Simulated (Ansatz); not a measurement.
System: Cu₁₀N (slab).

The calculation's input:

```
crystal:
  lattice:
    - [2.5197984277, 0.0, 0.0]
    - [-1.2598992139, 2.1822094508, 0.0]
    - [0.0, 0.0, 37.5293232684]
  atoms:
    - { symbol: Cu, position: [0.3333333333, 0.6666666667, 0.2264895623] }
    - { symbol: Cu, position: [0.0, 0.0, 0.2813483638] }
    - { symbol: Cu, position: [0.6666666667, 0.3333333333, 0.3362071653] }
    - { symbol: Cu, position: [0.0, 0.0, 0.3910659668] }
    - { symbol: Cu, position: [0.3333333333, 0.6666666667, 0.4459247684] }
    - { symbol: Cu, position: [0.0, 0.0, 0.5007794855] }
    - { symbol: Cu, position: [0.6666666667, 0.3333333333, 0.5556312577] }
    - { symbol: Cu, position: [0.0, 0.0, 0.6104540935] }
    - { symbol: Cu, position: [0.3333333333, 0.6666666667, 0.6652176881] }
    - { symbol: Cu, position: [0.0, 0.0, 0.719995872] }
    - { symbol: "N", position: [0.0, 0.0, 0.7743533669] }
basis:
  ecutwfc: 420
kpoints:
  mp_grid: { grid: [12, 12, 1] }
hamiltonian:
  xc: pbesol
scf:
  occupations: { method: gaussian, width: 0.1 }
output:
  forces: true
  eigenvalues: true
  write_density: true
  write_potential: true
  elf: true
  volumetric_format: npy
relax:
  adjacent_minimum: "off"
  f_tol: 0.03
  max_steps: 70
  constraints: [{ sites: [0, 1, 2, 3, 4] }]
efield:
  axis: 3
  dipole_correction: true
  ramp_width: 0.04
```

Run with:

```sh
ansatz run input.yaml --threads 2 --pin off --max-ram 5120MiB --backend cpu --events-out ev --progress --plain --runs-dir out
```

The fields are those of the run's last geometry, not of the input's.

Computed without spin polarisation.

Method: Ansatz 0.2.0, DFT PBEsol, scalar-relativistic, plane waves, PAW.

Question: What can the converged valence pseudo-density and electron localisation function tell about the bonding?

Answer: Cu–N (1.79 Å): ρ is about 1.1 e/Å³ halfway; the ELF peaks at about 0.90 in the valence shell of N, 0.6 Å from its nucleus, and is about 0.35 at the midpoint.

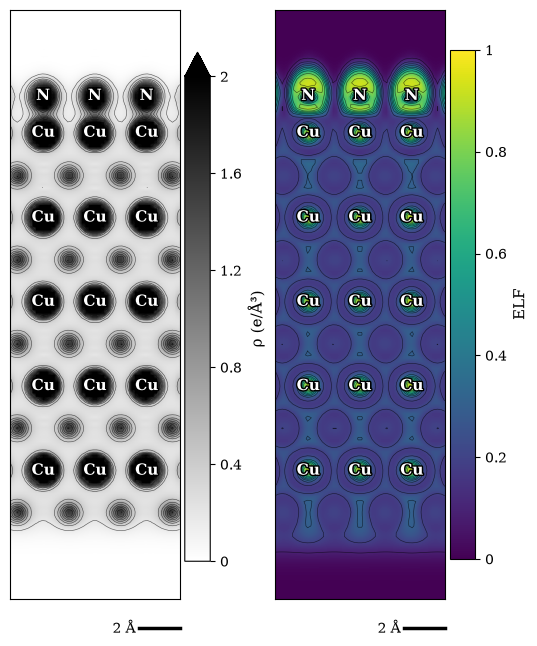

Computed valence pseudo-density and electron localisation function on the (010) plane of the calculation cell, a cut from vacuum to vacuum, in this order. Atoms just off the plane (Cu, 0.7 Å away) can leave unmarked features too.

Core electrons are frozen (PAW), and the valence fields are smoothed inside the atomic spheres.
